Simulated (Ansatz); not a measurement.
# Single-point calculation, with input and output: Sn

- system: Sn (C2/m, 2 atoms in the cell)
- method: DFT PBE, scalar-relativistic, plane waves, PAW, no spin polarisation (Ansatz 0.2.0)

The structure derives from an entry of the Crystallography Open Database. It belongs to a series of runs on one base structure; here: atom 1 (Sn) moved by (-0.300, -0.300) A along x and z. Figures and captions count atoms from 1; the log counts them from 0 in places.

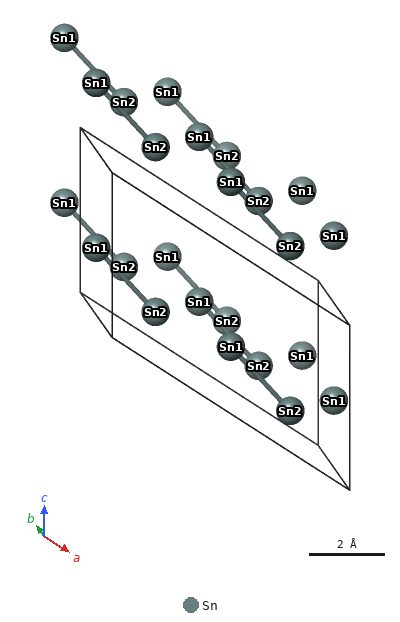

The structure as given in the input (ball-and-stick view of the cell 2 times as large as that of the calculation, set on its symmetry axes, repeated 1 × 2 × 2, seen slightly off an axis; bonded neighbours outside the cell are drawn too; atoms are numbered from 1 in the order of the input). An atom can appear more than once, as a periodic image. Near neighbours in the periodic cell (some may lie outside the picture): Sn has 1 Sn at 2.48 Å.

## The input
```yaml
crystal:
  lattice:
    - [0.0, 3.2456, 3.2456]
    - [3.2456, 0.0, 3.2456]
    - [3.2456, 3.2456, 0.0]
  atoms:
    - { symbol: Sn, position: [0.5, 0.4075671679, 0.5] }
    - { symbol: Sn, position: [0.75, 0.75, 0.75] }
basis:
  ecutwfc: 420
kpoints:
  mp_grid: { grid: [12, 12, 12] }
hamiltonian:
  xc: pbe
scf:
  occupations: { method: gaussian, width: 0.15 }
output:
  forces: true
  stress: true
  eigenvalues: true
```

Run on 1 thread of Intel Xeon (Granite Rapids), 192 GiB of memory available, shared host.

Command:
```bash
ansatz run input.yaml --threads 1 --pin off --max-ram 2560MiB --backend cpu --events-out ev --progress --plain --runs-dir out
```

## Log
```
Engine: ansatz 0.2.0, x86_64-unknown-linux-gnu
Pseudopotentials: kind: paw
Pseudopotential: Sn, paw, valence charge 14, recommended cutoff 420 eV (normal), Sn.paw.azcp
Functional definition: PBE
  parameter kappa = 0.804
  parameter beta = 0.06672455060314922
  exchange = pbe_x(kappa = kappa, mu = beta*pi^2/3)
  correlation = pbe_c(beta = beta)
Crystal: 2 atoms, lattice volume = 68.378 Å³
Basis set: ecut = 420 eV, 1363 PW (Γ), exchange–correlation on 64×64×64 points (8 copies of the dense FFT grid, shifted against one another)
Bands: 18, of which v1, the nominal top of the filled ones, is band 14 counted from 1 (13 counted from 0)
Symmetry: 4 space group operations
Space group: C2/m (ITA 12), of the structure as read, at distance tolerance 4.1e-5 Å
k-points: 476 of 1728
Non-local potential: Sn, projectors of the file, l = 0: 2, l = 1: 2, l = 2: 2, l = 3: 2
PAW form: soft (Blöchl's): semilocal exchange-correlation on the pseudo side does not see the compensation charge
PAW one-centre angular grid: Sn, 590 points (default); XC on 64 Gauss nodes
Initial density: superposition of atomic densities (neutral atoms: chi_scale 0, normalization atom), corrected by the library's trained network
Initial wavefunctions: pseudopotential atomic-orbital guess
Functional: x = pbe(κ = 0.804, μ = 0.2195149727645171), c = pbe(β = 0.06672455060314922)
SCF iter   1: F=—  HF=-12047.624271 eV  |F-HF|=—  |Δ(HF+E_count)|=         —  Δρ=1.14e-3  dr2=1.26e-3  ethr=1.77e-3  ⟨swp⟩=5.6  Hψ=43818  notcnv=0
preconditioner: auto → Kerker (q_TF=auto, 2.351 Å⁻¹)  [metal: Δε(μ)=0.036 eV  Ē_g=20.241 eV  σ=0.150 eV  W_gap=0.14  n_scr=14 (ndim 8)  ℏωp=23.8 eV  f_vac=0.075  D(μ)=0.39/eV (n_scr^D=0)]
SCF iter   2: F=—  HF=-12047.624364 eV  |F-HF|=—  |Δ(HF+E_count)|=   9.28e-5  Δρ=6.71e-4  dr2=4.75e-4  ethr=4.49e-6  ⟨swp⟩=2.7  Hψ=19398  notcnv=0
SCF iter   3: F=—  HF=-12047.624370 eV  |F-HF|=—  |Δ(HF+E_count)|=   5.98e-6  Δρ=2.07e-4  dr2=5.22e-5  ethr=1.70e-6  ⟨swp⟩=2.0  Hψ=10523  notcnv=0
SCF iter   4: F=—  HF=-12047.624358 eV  |F-HF|=—  |Δ(HF+E_count)|=   1.22e-5  Δρ=7.69e-5  dr2=9.44e-6  ethr=1.87e-7  ⟨swp⟩=3.0  Hψ=15289  notcnv=0
SCF iter   5: F=—  HF=-12047.624361 eV  |F-HF|=—  |Δ(HF+E_count)|=   3.18e-6  Δρ=3.81e-5  dr2=1.82e-6  ethr=3.37e-8  ⟨swp⟩=2.0  Hψ=10485  notcnv=0
SCF iter   6: F=—  HF=-12047.624363 eV  |F-HF|=—  |Δ(HF+E_count)|=   1.85e-6  Δρ=1.65e-5  dr2=2.15e-7  ethr=6.51e-9  ⟨swp⟩=2.0  Hψ=10514  notcnv=0
SCF iter   7: F=-12047.624363 eV  HF=-12047.624363 eV  |F-HF|=9.53e-10  |Δ(HF+E_count)|=   1.45e-7  Δρ=5.05e-6  dr2=2.17e-8  ethr=3.57e-10  ⟨swp⟩=6.0  Hψ=40787  notcnv=0
SCF 1 converged in 7 iterations: F = -12047.624363 eV  dr2 = 2.17e-8
  greatest PAW one-centre occupation: 0.991 electrons in one spin orbital (limit 2), on the Sn atom at site 1 (counted from 0), in its partial waves of l = 2
```

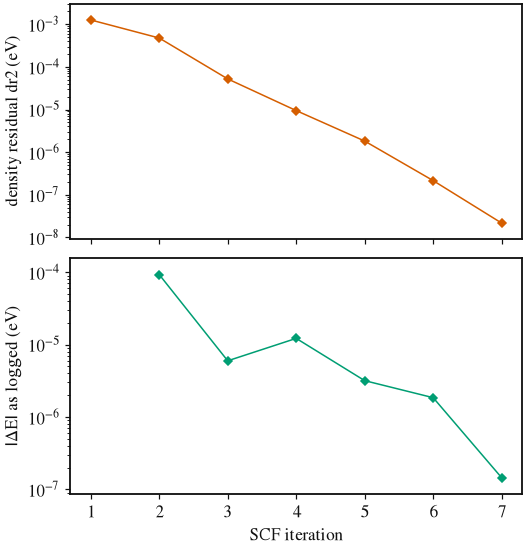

Convergence of the self-consistent field: density residual dr2 and size of the energy change against the SCF iteration. The residual falls at every step.

```
SCF converged after 7 iterations
Free energy (F): -12047.624363 eV
Harris-Foulkes:  -12047.624363 eV  (|F-HF|=9.53e-10)
Internal energy: -12047.619973 eV  (E = F + TS)
E sigma→0 (E₀):  -12047.622168 eV
Entropy (-TS):   -0.004390 eV (-2.195 meV/atom)
Fermi energy:    8.009063 eV
--- Per-component energies (eV) ---
  E_band       = -251.766793
  E_kinetic    = 375.749405
  E_local      = -2329.275678  (includes V_loc(G=0)·N_el)
  E_nonlocal   = -63.895473
  E_hartree    = 1336.079996
  E_xc         = -764.704434
  E_vxc        = -191.790567  (∫ρ·V_xc dr)
  E_paw        = -8275.170562  (= ΣΔE_a)
  E_vpaw       = -714.719671  (= ΣTr[D̂ρ^β])
  E_aug_tail   = -0.000001  (compensation charges beyond the density's cutoff)
  E_ewald      = -2326.403226
  E_smearing   = -0.004390  (= −TS)
  E_closure    = 0.000000  (closes the sum)
  Σ components = -12047.624363   (vs F -12047.624363, Δ=0.00e0)
--- Forces (eV/Å), atoms counted from 1 ---
  atom   1  Sn     2.56466011    -1.86547052     2.56466011
  atom   2  Sn    -2.56466011     1.86547052    -2.56466011
  max |Σ_I F_I| component: 0.00e0 eV/Å
--- Stress (GPa, compression-positive) ---
        5.393886      -7.723594       3.446394
       -7.723591       8.493795      -7.723591
        3.446394      -7.723594       5.393886
  P = ⅓ Tr σ = 6.4272 GPa (64.272 kbar)
--- Band table (eV; the first three rows and the last of 476) ---
  k-point 0: bands = ["-14.3284", "-14.0260", "-13.9763", "-13.9375", "-13.9103", "-13.6899", "-13.6714", "-13.6363", "-13.5893", "-13.5084", "-2.9072", "6.6842", "7.1720", "8.0406", "8.8741", "9.3282", "9.7153", "11.1392"]
  k-point 1: bands = ["-14.3321", "-14.0257", "-13.9912", "-13.9266", "-13.9056", "-13.6927", "-13.6717", "-13.6343", "-13.5896", "-13.5024", "-2.8427", "6.0449", "6.9695", "8.2504", "8.8584", "9.3001", "10.1216", "11.3118"]
  k-point 2: bands = ["-14.3418", "-14.0302", "-14.0097", "-13.9209", "-13.8865", "-13.7004", "-13.6709", "-13.6280", "-13.5904", "-13.4878", "-2.6524", "4.8775", "6.7069", "8.1535", "8.5343", "9.6706", "10.9337", "11.7854"]
  k-point 475: bands = ["-14.3233", "-14.0119", "-13.9622", "-13.9398", "-13.8106", "-13.7645", "-13.6657", "-13.6645", "-13.6110", "-13.5107", "-1.7510", "2.7035", "6.0701", "7.0687", "7.1934", "9.9640", "11.5535", "13.0798"]
```

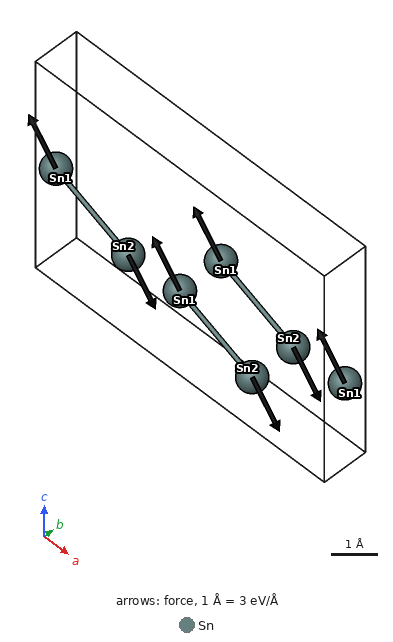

Forces on the atoms as black arrows (ball-and-stick view of the cell 2 times as large as that of the calculation, set on its symmetry axes, seen slightly off an axis; bonded neighbours outside the cell are drawn too; atoms are numbered from 1 in the order of the input). The largest act on Sn1, Sn2 (4.08 eV/Å). The geometry is not a stationary point of this energy.

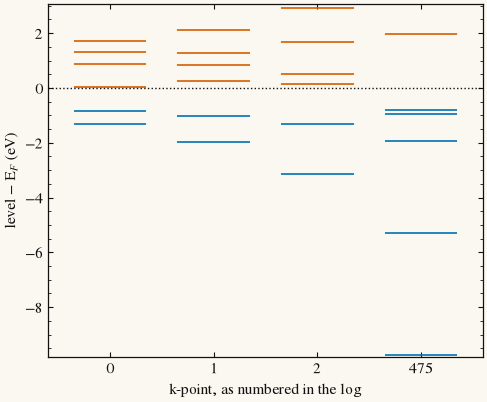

Kohn–Sham levels near the Fermi level (dotted) at the few k-points that the log prints; levels within 0.02 eV of each other stand side by side. The system is metallic on the full mesh.

## Results in brief

```tsv
quantity	value
outcome	converged
space group (tolerance 0.01 Å)	C2/m (12)
electrons treated	28
free energy	−12047.6244 eV
Fermi energy	8.009 eV
gap on the k-point mesh	none (metallic)
pressure	6.43 GPa
largest force (length of the vector)	4.079 eV/Å
wall time	15 s
peak memory	0.71 GiB
```

The cell is under a pressure of 6.4 GPa at this level, so it is not at its equilibrium volume.
